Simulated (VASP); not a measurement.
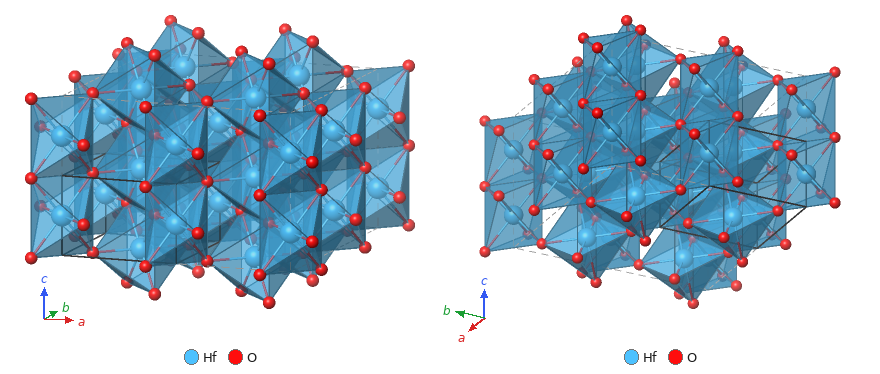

Polyhedra are drawn about Hf (bonds: Hf–O below 2.4 Å); other atoms are plain spheres. Two views of the same piece.

HfO2 (space group P4_2/mnm, No. 136): the geometry relaxed with VASP 6.6.1, VASP Kohn-Sham DFT of a periodic cell, PBE, VASP PAW PBE potentials, minimal.

What figure surrounds each Hf atom, and what does it share with the other drawn polyhedra?

Answer. Hf: HfO6 octahedron, sharing corners with eight neighbours and edges with two neighbours.

How do these polyhedra hang together as a whole?

Answer. They form a three-dimensional framework of corner- and edge-sharing octahedra.
